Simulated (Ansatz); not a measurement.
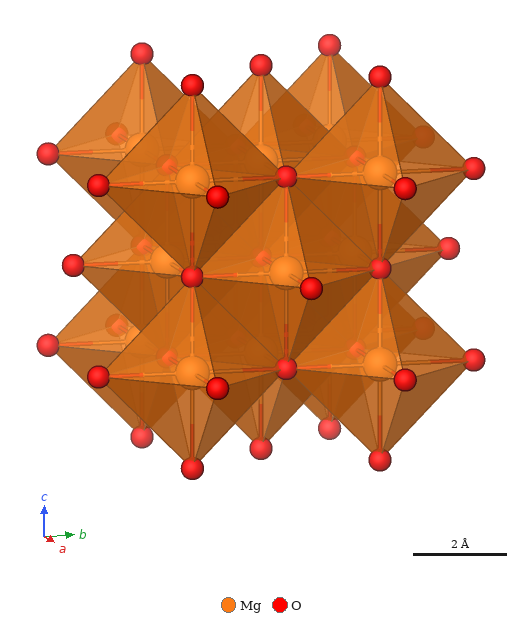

*The structure as given in the input (polyhedral view of the cell 4 times as large as that of the calculation, set on its symmetry axes, seen slightly off an axis; polyhedra are completed across the faces of the cell).*

## Geometry relaxation of MgO (part 1 of 2)

System: MgO (2 atoms in the cell).
Method: DFT PBE, scalar-relativistic, plane waves, PAW, no spin polarisation (Ansatz 0.2.0).

The structure derives from a Materials Project entry.

## The program's output
```
Engine: ansatz 0.2.0, x86_64-unknown-linux-gnu
Pseudopotentials: kind: paw
Pseudopotential: Mg, paw, valence charge 10, recommended cutoff 420 eV (normal), Mg.paw.azcp
Pseudopotential: O, paw, valence charge 6, recommended cutoff 420 eV (normal), O.paw.azcp
Functional definition: PBE
  parameter kappa = 0.804
  parameter beta = 0.06672455060314922
  exchange = pbe_x(kappa = kappa, mu = beta*pi^2/3)
  correlation = pbe_c(beta = beta)
Crystal: 2 atoms, lattice volume = 18.443 Å³
Basis set: ecut = 420 eV, 339 PW (Γ), exchange–correlation on 40×40×40 points (8 copies of the dense FFT grid, shifted against one another)
Bands: 12, of which v1, the nominal top of the filled ones, is band 8 counted from 1 (7 counted from 0)
Symmetry: 48 space group operations
Space group: Fm-3m (ITA 225), of the structure as read, at distance tolerance 2.6e-5 Å
k-points: 47 of 1000
Non-local potential: Mg, projectors of the file, l = 0: 3, l = 1: 2, l = 2: 1
Non-local potential: O, projectors of the file, l = 0: 2, l = 1: 2, l = 2: 1
PAW form: soft (Blöchl's): semilocal exchange-correlation on the pseudo side does not see the compensation charge
PAW one-centre angular grid: Mg, 110 points (default); XC on 64 Gauss nodes
PAW one-centre angular grid: O, 110 points (default); XC on 64 Gauss nodes
Initial density: superposition of atomic densities (neutral atoms: chi_scale 0, normalization atom), corrected by the library's trained network
Initial wavefunctions: pseudopotential atomic-orbital guess
Functional: x = pbe(κ = 0.804, μ = 0.2195149727645171), c = pbe(β = 0.06672455060314922)
SCF iter   1: F=—  HF=-2494.121530 eV  |F-HF|=—  |Δ(HF+E_count)|=         —  Δρ=5.84e-4  dr2=8.32e-6  ethr=1.77e-3  ⟨swp⟩=6.0  Hψ=3327  notcnv=0
preconditioner: auto → none  [insulator: Δε(μ)=4.867 eV  Ē_g=18.689 eV  σ=0.020 eV  W_gap=1.00  n_scr=8 (ndim 8)  ℏωp=24.5 eV  f_vac=0.000  D(μ)=0.00/eV (n_scr^D=0)  ε∞_Penn≈2.7]
SCF iter   2: F=—  HF=-2494.122261 eV  |F-HF|=—  |Δ(HF+E_count)|=   7.31e-4  Δρ=4.27e-4  dr2=1.60e-5  ethr=5.20e-8  ⟨swp⟩=3.7  Hψ=1714  notcnv=0
SCF iter   3: F=—  HF=-2494.122281 eV  |F-HF|=—  |Δ(HF+E_count)|=   2.02e-5  Δρ=2.31e-4  dr2=4.05e-6  ethr=5.20e-8  ⟨swp⟩=2.9  Hψ=907  notcnv=0
iter 4 did not close the SCF: its close was put off for the readings that it lacked (scf_convergence_deferred on its scf_iter line)
SCF iter   4: F=-2494.122297 eV  HF=-2494.122297 eV  |F-HF|=1.03e-8  |Δ(HF+E_count)|=   1.60e-5  Δρ=2.83e-5  dr2=4.85e-8  ethr=2.53e-8  ⟨swp⟩=2.3  Hψ=860  notcnv=0
iter 5 did not close the SCF: its close was put off for the readings that it lacked (scf_convergence_deferred on its scf_iter line)
SCF iter   5: F=-2494.122297 eV  HF=-2494.122297 eV  |F-HF|=6.93e-9  |Δ(HF+E_count)|=   4.18e-8  Δρ=7.76e-6  dr2=6.30e-9  ethr=3.03e-10  ⟨swp⟩=2.0  Hψ=919  notcnv=0
SCF iter   6: F=-2494.122297 eV  HF=-2494.122297 eV  |F-HF|=8.75e-10  |Δ(HF+E_count)|=   2.64e-9  Δρ=2.64e-6  dr2=5.96e-10  ethr=3.94e-11  ⟨swp⟩=4.6  Hψ=2785  notcnv=0
SCF 1 converged in 6 iterations: F = -2494.122297 eV  dr2 = 5.96e-10
  greatest PAW one-centre occupation: 1.000 electrons in one spin orbital (limit 2), on the Mg atom at site 0 (counted from 0), in its partial waves of l = 0
relax step   1: F+E_penalty+E_count = -2494.12229693 eV  Δ(F+E_penalty+E_count) = +0.000e0 eV  max|allowed force component| = 1.182e-29 eV/Å  Δτ_max = 0.0000 Å  P = +6.906 GPa  Ω = 18.443 Å³  (6 SCF iters, dr2 threshold 1.00e-7 eV, accepted)
Crystal: 2 atoms, lattice volume = 18.766 Å³
Initial density: handed on by an earlier stage of this run
Initial wavefunctions: those handed on with the density
iter 1 solved again at ethr=3.51e-6 eV; its pass at ethr=3.10e-3 eV (dr2=5.62e-4 eV) is discarded
SCF iter   1: F=—  HF=-2494.131983 eV  |F-HF|=—  |Δ(HF+E_count)|=         —  Δρ=1.88e-3  dr2=5.16e-4  ethr=3.51e-6  ⟨swp⟩=2.1  Hψ=4001  notcnv=0
preconditioner: auto → none  [insulator: Δε(μ)=4.693 eV  Ē_g=18.483 eV  σ=0.020 eV  W_gap=1.00  n_scr=8 (ndim 8)  ℏωp=24.2 eV  f_vac=0.000  D(μ)=0.00/eV (n_scr^D=0)  ε∞_Penn≈2.7]
SCF iter   2: F=—  HF=-2494.131851 eV  |F-HF|=—  |Δ(HF+E_count)|=   1.33e-4  Δρ=6.44e-4  dr2=6.69e-5  ethr=3.22e-6  ⟨swp⟩=2.4  Hψ=722  notcnv=0
SCF iter   3: F=—  HF=-2494.131834 eV  |F-HF|=—  |Δ(HF+E_count)|=   1.71e-5  Δρ=1.18e-4  dr2=1.85e-6  ethr=4.18e-7  ⟨swp⟩=2.0  Hψ=749  notcnv=0
iter 4 did not close the SCF: its close was put off for the readings that it lacked (scf_convergence_deferred on its scf_iter line)
SCF iter   4: F=-2494.131834 eV  HF=-2494.131834 eV  |F-HF|=5.35e-8  |Δ(HF+E_count)|=   6.70e-7  Δρ=2.04e-5  dr2=7.39e-8  ethr=1.16e-8  ⟨swp⟩=2.6  Hψ=884  notcnv=0
iter 5 did not close the SCF: its close was put off for the readings that it lacked (scf_convergence_deferred on its scf_iter line)
SCF iter   5: F=-2494.131834 eV  HF=-2494.131834 eV  |F-HF|=8.52e-10  |Δ(HF+E_count)|=   1.69e-8  Δρ=3.68e-6  dr2=1.58e-9  ethr=4.62e-10  ⟨swp⟩=2.0  Hψ=891  notcnv=0
SCF iter   6: F=-2494.131834 eV  HF=-2494.131834 eV  |F-HF|=4.00e-11  |Δ(HF+E_count)|=  6.22e-10  Δρ=7.03e-7  dr2=2.84e-11  ethr=9.87e-12  ⟨swp⟩=4.6  Hψ=2849  notcnv=0
SCF 2 converged in 6 iterations: F = -2494.131834 eV  dr2 = 2.84e-11
relax step   2: F+E_penalty+E_count = -2494.13183419 eV  Δ(F+E_penalty+E_count) = -9.537e-3 eV  max|allowed force component| = 2.810e-30 eV/Å  Δτ_max = 0.0000 Å  P = +3.798 GPa  Ω = 18.766 Å³  energy of the carried Pulay correction = -1.219e-3 eV  (6 SCF iters, dr2 threshold 2.00e-7 eV, accepted)
Crystal: 2 atoms, lattice volume = 19.177 Å³
iter 1 solved again at ethr=4.90e-6 eV; its pass at ethr=3.10e-3 eV (dr2=7.85e-4 eV) is discarded
SCF iter   1: F=—  HF=-2494.135555 eV  |F-HF|=—  |Δ(HF+E_count)|=         —  Δρ=2.24e-3  dr2=7.50e-4  ethr=4.90e-6  ⟨swp⟩=1.0  Hψ=4081  notcnv=0
preconditioner: auto → none  [insulator: Δε(μ)=4.487 eV  Ē_g=18.235 eV  σ=0.020 eV  W_gap=1.00  n_scr=8 (ndim 8)  ℏωp=24.0 eV  f_vac=0.000  D(μ)=0.00/eV (n_scr^D=0)  ε∞_Penn≈2.7]
SCF iter   2: F=—  HF=-2494.135363 eV  |F-HF|=—  |Δ(HF+E_count)|=   1.92e-4  Δρ=7.75e-4  dr2=9.96e-5  ethr=4.69e-6  ⟨swp⟩=2.5  Hψ=750  notcnv=0
SCF iter   3: F=—  HF=-2494.135338 eV  |F-HF|=—  |Δ(HF+E_count)|=   2.51e-5  Δρ=1.45e-4  dr2=2.82e-6  ethr=6.22e-7  ⟨swp⟩=2.0  Hψ=748  notcnv=0
iter 4 did not close the SCF: its close was put off for the readings that it lacked (scf_convergence_deferred on its scf_iter line)
SCF iter   4: F=-2494.135339 eV  HF=-2494.135339 eV  |F-HF|=1.15e-8  |Δ(HF+E_count)|=   1.08e-6  Δρ=1.07e-5  dr2=2.44e-8  ethr=1.76e-8  ⟨swp⟩=2.0  Hψ=752  notcnv=0
iter 5 did not close the SCF: its close was put off for the readings that it lacked (scf_convergence_deferred on its scf_iter line)
SCF iter   5: F=-2494.135339 eV  HF=-2494.135339 eV  |F-HF|=1.29e-9  |Δ(HF+E_count)|=   2.49e-9  Δρ=3.87e-6  dr2=1.34e-9  ethr=1.52e-10  ⟨swp⟩=2.6  Hψ=883  notcnv=0
SCF iter   6: F=-2494.135339 eV  HF=-2494.135339 eV  |F-HF|=6.37e-12  |Δ(HF+E_count)|=  5.57e-10  Δρ=2.29e-7  dr2=3.13e-12  ethr=8.40e-12  ⟨swp⟩=4.1  Hψ=2667  notcnv=0
SCF 3 converged in 6 iterations: F = -2494.135339 eV  dr2 = 3.13e-12
relax step   3: F+E_penalty+E_count = -2494.13533938 eV  Δ(F+E_penalty+E_count) = -3.505e-3 eV  max|allowed force component| = 5.377e-29 eV/Å  Δτ_max = 0.0000 Å  P = +0.180 GPa  Ω = 19.177 Å³  energy of the carried Pulay correction = -2.738e-3 eV  (6 SCF iters, dr2 threshold 2.00e-7 eV, accepted)
Crystal: 2 atoms, lattice volume = 19.198 Å³
iter 1 solved again at ethr=1.21e-8 eV; its pass at ethr=3.10e-3 eV (dr2=1.94e-6 eV) is discarded
SCF iter   1: F=—  HF=-2494.135291 eV  |F-HF|=—  |Δ(HF+E_count)|=         —  Δρ=1.13e-4  dr2=1.87e-6  ethr=1.21e-8  ⟨swp⟩=2.6  Hψ=3973  notcnv=0
preconditioner: auto → none  [insulator: Δε(μ)=4.483 eV  Ē_g=18.229 eV  σ=0.020 eV  W_gap=1.00  n_scr=8 (ndim 8)  ℏωp=24.0 eV  f_vac=0.000  D(μ)=0.00/eV (n_scr^D=0)  ε∞_Penn≈2.7]
SCF iter   2: F=—  HF=-2494.135275 eV  |F-HF|=—  |Δ(HF+E_count)|=   1.64e-5  Δρ=3.62e-5  dr2=2.18e-7  ethr=1.17e-8  ⟨swp⟩=2.0  Hψ=729  notcnv=0
iter 3 did not close the SCF: its close was put off for the readings that it lacked (scf_convergence_deferred on its scf_iter line)
SCF iter   3: F=-2494.135275 eV  HF=-2494.135275 eV  |F-HF|=9.55e-10  |Δ(HF+E_count)|=   1.49e-8  Δρ=8.26e-6  dr2=1.00e-8  ethr=1.36e-9  ⟨swp⟩=2.0  Hψ=739  notcnv=0
iter 4 did not close the SCF: its close was put off for the readings that it lacked (scf_convergence_deferred on its scf_iter line)
SCF iter   4: F=-2494.135275 eV  HF=-2494.135275 eV  |F-HF|=1.43e-10  |Δ(HF+E_count)|=   1.93e-9  Δρ=1.56e-6  dr2=1.44e-10  ethr=6.25e-11  ⟨swp⟩=2.1  Hψ=790  notcnv=0
iter 5 did not close the SCF: its close was put off for the readings that it lacked (scf_convergence_deferred on its scf_iter line)
SCF iter   5: F=-2494.135275 eV  HF=-2494.135275 eV  |F-HF|=1.36e-12  |Δ(HF+E_count)|=  7.96e-11  Δρ=3.15e-7  dr2=8.38e-12  ethr=1.00e-12  ⟨swp⟩=2.0  Hψ=752  notcnv=0
SCF iter   6: F=-2494.135275 eV  HF=-2494.135275 eV  |F-HF|=0.00e0  |Δ(HF+E_count)|=  1.82e-12  Δρ=2.61e-8  dr2=4.89e-14  ethr=1.00e-12  ⟨swp⟩=4.0  Hψ=2234  notcnv=0
SCF 4 converged in 6 iterations: F = -2494.135275 eV  dr2 = 4.89e-14
relax step   4: F+E_penalty+E_count = -2494.13527488 eV  Δ(F+E_penalty+E_count) = +6.450e-5 eV  max|allowed force component| = 1.586e-30 eV/Å  Δτ_max = 0.0000 Å  P = +0.005 GPa  Ω = 19.198 Å³  energy of the carried Pulay correction = -2.815e-3 eV  (6 SCF iters, accepted)
Basis set: ecut = 420 eV, 339 PW (Γ), exchange–correlation on 48×48×48 points (8 copies of the dense FFT grid, shifted against one another)
Initial wavefunctions: pseudopotential atomic-orbital guess (no wavefunctions were taken with the density)
iter 1 solved again at ethr=2.02e-7 eV; its pass at ethr=3.10e-3 eV (dr2=3.23e-5 eV) is discarded
SCF iter   1: F=—  HF=-2494.138793 eV  |F-HF|=—  |Δ(HF+E_count)|=         —  Δρ=4.46e-4  dr2=4.79e-6  ethr=2.02e-7  ⟨swp⟩=2.9  Hψ=4861  notcnv=0
preconditioner: auto → none  [insulator: Δε(μ)=4.483 eV  Ē_g=18.230 eV  σ=0.020 eV  W_gap=1.00  n_scr=8 (ndim 8)  ℏωp=24.0 eV  f_vac=0.000  D(μ)=0.00/eV (n_scr^D=0)  ε∞_Penn≈2.7]
SCF iter   2: F=—  HF=-2494.138834 eV  |F-HF|=—  |Δ(HF+E_count)|=   4.11e-5  Δρ=2.04e-4  dr2=7.52e-7  ethr=3.00e-8  ⟨swp⟩=2.0  Hψ=731  notcnv=0
SCF iter   3: F=—  HF=-2494.138851 eV  |F-HF|=—  |Δ(HF+E_count)|=   1.72e-5  Δρ=3.28e-5  dr2=2.07e-8  ethr=4.70e-9  ⟨swp⟩=2.0  Hψ=752  notcnv=0
SCF iter   4: F=—  HF=-2494.138852 eV  |F-HF|=—  |Δ(HF+E_count)|=   4.70e-7  Δρ=1.36e-6  dr2=9.94e-11  ethr=1.29e-10  ⟨swp⟩=2.0  Hψ=752  notcnv=0
iter 5 did not close the SCF: its close was put off for the readings that it lacked (scf_convergence_deferred on its scf_iter line)
SCF iter   5: F=-2494.138852 eV  HF=-2494.138852 eV  |F-HF|=2.27e-12  |Δ(HF+E_count)|=  3.07e-10  Δρ=1.47e-7  dr2=1.77e-12  ethr=1.00e-12  ⟨swp⟩=2.0  Hψ=752  notcnv=0
SCF iter   6: F=-2494.138852 eV  HF=-2494.138852 eV  |F-HF|=4.55e-13  |Δ(HF+E_count)|=  1.36e-12  Δρ=1.67e-8  dr2=2.93e-14  ethr=1.00e-12  ⟨swp⟩=3.4  Hψ=2091  notcnv=0
SCF 5 converged in 6 iterations: F = -2494.138852 eV  dr2 = 2.93e-14
relax step   5: F+E_penalty+E_count = -2494.13885194 eV  Δ(F+E_penalty+E_count) = -3.577e-3 eV  max|allowed force component| = 4.347e-30 eV/Å  Δτ_max = 0.0000 Å  P = +0.354 GPa  Ω = 19.198 Å³  stress off target by 3.54e-1 GPa  SCF on the basis re-selected at this cell (its energy is not comparable with the rows above)  (6 SCF iters)
basis re-selected at this cell: Δ(F+E_penalty+E_count) = -3.577e-3 eV, ΔP = +0.349 GPa vs the last step (what re-selecting the basis moved, of the pressure what is left beyond the Pulay correction that the steps carried, after the strain that the cell walked since its last selection, with what the two solves' SCF thresholds leave and, on support functions, any second-order correction that the steps lacked; it is no measure of the basis error at this ecutwfc). The dense FFT grid was sized anew with the basis: this SCF ran on 24×24×24 points, the steps before it on 20×20×20, so part of this shift can come from that change (see relax.cell in the input reference). This SCF's stress stands 3.54e-1 GPa from its target on what of the cell is left free (relax.cell.stress_tol is 5.00e-2 GPa) and its largest allowed force component is 4.35e-30 eV/Å (relax.f_tol is 5.00e-3 eV/Å): not within both, so this SCF does not close the relaxation
Crystal: 2 atoms, lattice volume = 19.240 Å³
iter 1 solved again at ethr=4.69e-8 eV; its pass at ethr=3.10e-3 eV (dr2=7.51e-6 eV) is discarded
SCF iter   1: F=—  HF=-2494.138753 eV  |F-HF|=—  |Δ(HF+E_count)|=         —  Δρ=2.17e-4  dr2=7.08e-6  ethr=4.69e-8  ⟨swp⟩=2.4  Hψ=3930  notcnv=0
preconditioner: auto → none  [insulator: Δε(μ)=4.461 eV  Ē_g=18.203 eV  σ=0.020 eV  W_gap=1.00  n_scr=8 (ndim 8)  ℏωp=23.9 eV  f_vac=0.000  D(μ)=0.00/eV (n_scr^D=0)  ε∞_Penn≈2.7]
SCF iter   2: F=—  HF=-2494.138739 eV  |F-HF|=—  |Δ(HF+E_count)|=   1.44e-5  Δρ=7.72e-5  dr2=9.85e-7  ethr=4.43e-8  ⟨swp⟩=2.6  Hψ=746  notcnv=0
iter 3 did not close the SCF: its close was put off for the readings that it lacked (scf_convergence_deferred on its scf_iter line)
SCF iter   3: F=-2494.138739 eV  HF=-2494.138739 eV  |F-HF|=5.51e-9  |Δ(HF+E_count)|=   9.63e-8  Δρ=1.41e-5  dr2=2.73e-8  ethr=6.15e-9  ⟨swp⟩=2.0  Hψ=737  notcnv=0
iter 4 did not close the SCF: its close was put off for the readings that it lacked (scf_convergence_deferred on its scf_iter line)
SCF iter   4: F=-2494.138739 eV  HF=-2494.138739 eV  |F-HF|=1.78e-10  |Δ(HF+E_count)|=   1.02e-8  Δρ=1.32e-6  dr2=3.93e-10  ethr=1.71e-10  ⟨swp⟩=2.0  Hψ=742  notcnv=0
iter 5 did not close the SCF: its close was put off for the readings that it lacked (scf_convergence_deferred on its scf_iter line)
SCF iter   5: F=-2494.138739 eV  HF=-2494.138739 eV  |F-HF|=1.00e-11  |Δ(HF+E_count)|=  8.46e-11  Δρ=4.25e-7  dr2=1.44e-11  ethr=2.45e-12  ⟨swp⟩=2.6  Hψ=874  notcnv=0
SCF iter   6: F=-2494.138739 eV  HF=-2494.138739 eV  |F-HF|=0.00e0  |Δ(HF+E_count)|=  4.55e-12  Δρ=2.58e-8  dr2=4.49e-14  ethr=1.00e-12  ⟨swp⟩=4.0  Hψ=2218  notcnv=0
SCF 6 converged in 6 iterations: F = -2494.138739 eV  dr2 = 4.49e-14
relax step   6: F+E_penalty+E_count = -2494.13873881 eV  Δ(F+E_penalty+E_count) = +1.131e-4 eV  max|allowed force component| = 6.598e-30 eV/Å  Δτ_max = 0.0000 Å  P = +0.017 GPa  Ω = 19.240 Å³  energy of the carried Pulay correction = -1.621e-4 eV  (6 SCF iters, dr2 threshold 2.00e-7 eV, accepted)
iter 1 solved again at ethr=1.26e-7 eV; its pass at ethr=3.10e-3 eV (dr2=2.01e-5 eV) is discarded
```
